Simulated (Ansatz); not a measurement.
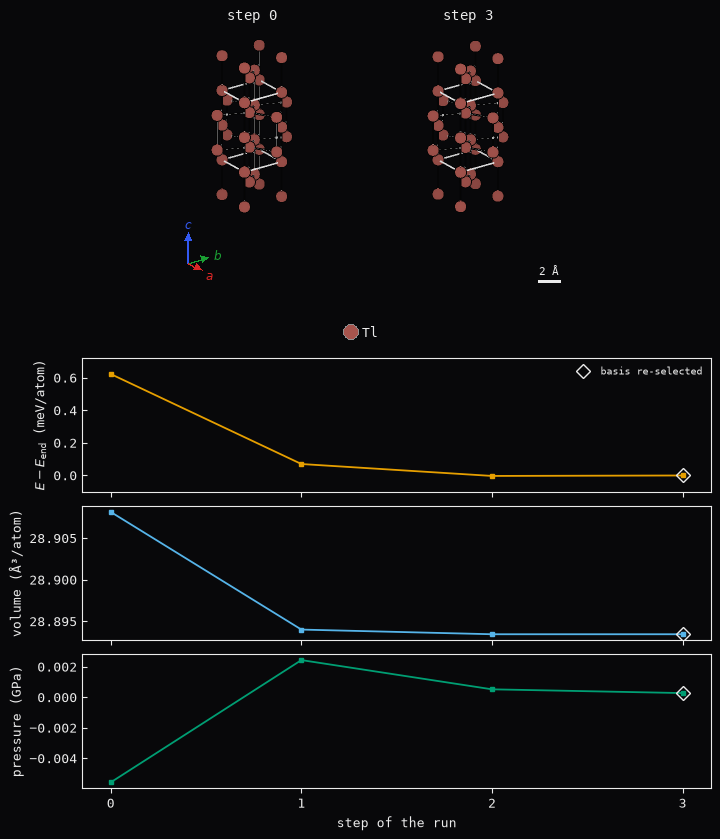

First and last geometry of a relaxation of a crystal of Tl (set up in P6/mmm), with the history of the run. A ball-and-stick model of the cell of the calculation, seen slightly off an axis.

Case: 6 of 6 Hg sites taken by Tl, cell and atoms relaxed.

These are results of DFT PBEsol, scalar-relativistic, plane waves, PAW in Ansatz 0.2.0, not measurements. Settings: plane-wave cutoff 420 eV; k-point mesh 9 × 9 × 6; occupations gaussian; smearing width 0.1 eV; no spin polarisation; cell and atoms relaxed; force threshold 0.015 eV/Å; at most 60 steps.

### What do the curves and the structures tell?

It converged. The atoms keep their places relative to the cell (all moves are under 0.005 Å). The drawn cell changes as follows: a = b 5.530 → 5.557 Å (+0.5 %), c 6.548 → 6.482 Å (−1.0 %); the volume changes by −0.1 %. Some distances before and after: Tl–Tl 3.274 → 3.241 Å, Tl–Tl 3.193 → 3.208 Å. The space group stays P6/mmm (No. 191). Over 2 accepted moves (3 points after the start) the energy falls by 0.6 meV per atom. All forces vanish by symmetry, so only the cell relaxes. The pressure goes from −0.01 to 0.00 GPa. The SCF was repeated once at an unchanged geometry on a basis and grid sized afresh for the cell, which shifted the energy by less than 0.05 meV per atom at most. Cost: 81 s on 1 thread of AMD EPYC 7R43 64-Core Processor (Zen 3), on a shared host, peak memory 0.63 GiB.

| step | E − E(0), meV/atom | pressure, GPa | volume, Å³/atom | note |
| --- | --- | --- | --- | --- |
| 0 | 0.00 | -0.01 | 28.908 |  |
| 1 | -0.55 | 0.00 | 28.894 |  |
| 2 | -0.63 | 0.00 | 28.893 |  |
| 3 | -0.62 | 0.00 | 28.893 | same geometry, new basis |
